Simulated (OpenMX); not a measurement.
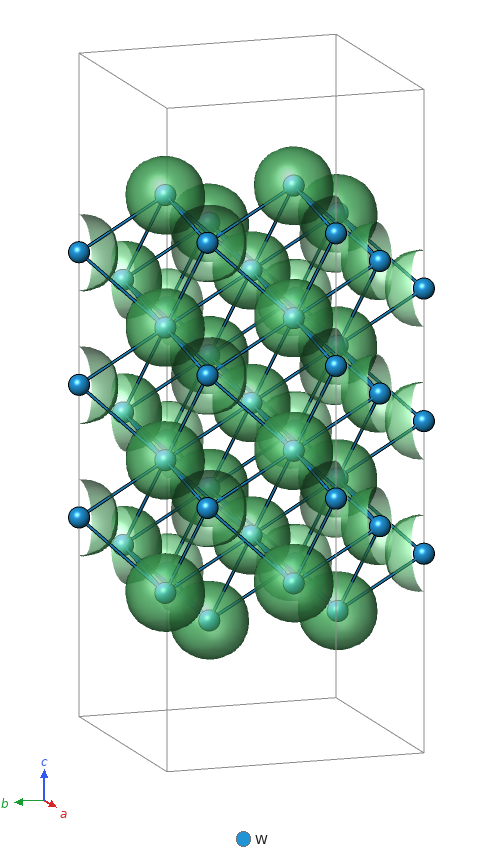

Figure 1: W (slab). Isosurface of the valence pseudo-density at 0.8 e/Å³ (green), seen at an oblique angle. Sticks mark near contacts.

Not relaxed (largest force 1.9 eV/Å).

All numbers below come from OpenMX 3.8.5, Kohn-Sham DFT of a periodic cell, PBE, OpenMX 2013 PBE set.

In a pseudopotential calculation such maps are meaningful between the atoms, not at the nuclei.

How is the density connected at this value?

Answer. At this value the density breaks into separate islands; it holds about 60 % of the electrons treated as valence. It bridges none of the near contacts. It is pinched off along the sampled W–W (2.77 Å) contacts. On the grid the lowest density along these lines, outside the cores, is 0.39 e/Å³ (W–W, 2.77 Å).
